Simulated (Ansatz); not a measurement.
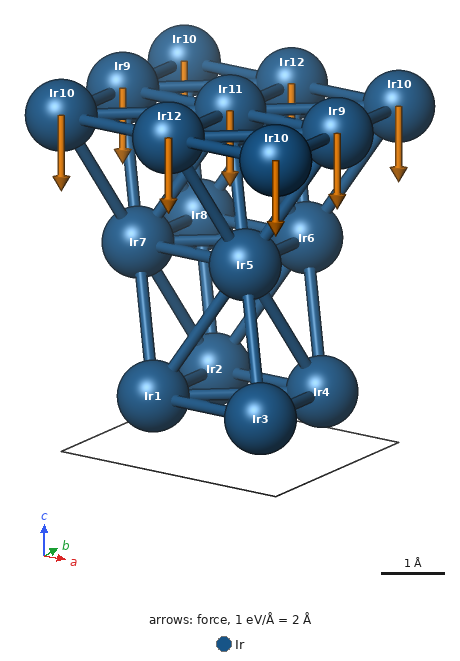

Starting geometry of a slab of composition Ir (cut from the Fm-3m phase) with the computed forces as orange arrows. Style: ball-and-stick. Shown: the cell of the calculation, outlined in the plane, without the vacuum, slightly off an axis.

Case: clean slab, lower planes held. The slab is the (1 1 1) face of Ir. 4 atoms are held fixed.

Level of theory: Ansatz 0.2.0, DFT PBE, scalar-relativistic, plane waves, PAW. Set-up: plane-wave cutoff 420 eV; k-point mesh 4 × 4 × 1; occupations gaussian; smearing width 0.1 eV; no spin polarisation; dipole correction; atoms relaxed in a fixed cell; force threshold 0.03 eV/Å; at most 70 steps.

**What follows when this structure is relaxed?**

It isn't relaxed: the largest force vector, on Ir atoms, is 0.62 eV/Å. The atoms end up moving mostly along the starting forces (cosine between the two patterns 0.89). The largest moves, 0.12 Å, are those of Ir9, Ir10, Ir11 and Ir12. Ir12 goes along the normal (−c). The cell doesn't change. Among the contacts that change: Ir1–Ir5 2.737 → 2.688 Å. Over 3 geometry steps the energy falls by 0.155 eV per cell of the calculation. The largest force component goes from 0.62 to 0.00032 eV/Å. Cost: 34 s on 4 threads of Arm Neoverse V1 (shared host), peak memory 1.3 GiB.
